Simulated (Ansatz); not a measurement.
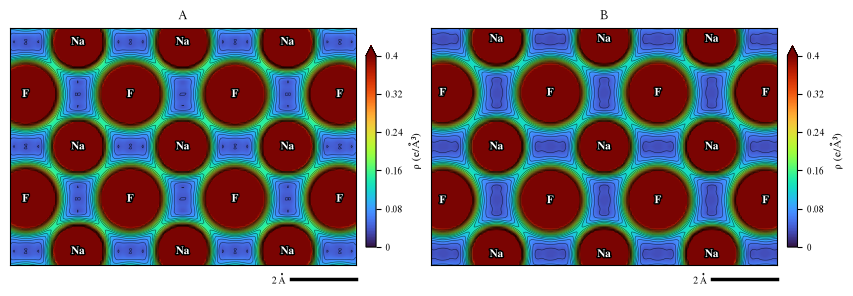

NaF. The valence electron density of two cells that differ in size, on the (001) plane of each (indices in the axes of the calculation cell), at one length scale and on one colour scale: B has 13.0 Å³ an atom and A 11.9.

The calculation used DFT, PBEsol, PAW with Ansatz's default frozen-core files, scalar-relativistic; relaxation of cell and atoms (Ansatz).

The density is the valence pseudo-density of a PAW calculation; it isn't the true density close to the nuclei.

The larger cell:

```
Na F
1.0
     2.34995    2.34995    0.00000
    -2.34995    2.34995    0.00000
     0.00000    2.34995    2.34995
Na F
1 1
Cartesian
  0.0000 0.0000 0.0000
  0.0000 2.3499 0.0000
```

The smaller cell: a = 3.232 Å, b = 3.232 Å, c = 3.232 Å, α = 60.00°, β = 60.00°, γ = 90.00°.

> What changes from the larger cell to the smaller?

From the larger cell to the smaller, Na–F goes from 2.35 to 2.29 Å, and the density at its midpoint from 0.14 to 0.16 e/Å³; the pressure goes from −2.0 to 2.0 GPa; the Kohn–Sham gap goes from 6.0 eV to 6.4 eV.
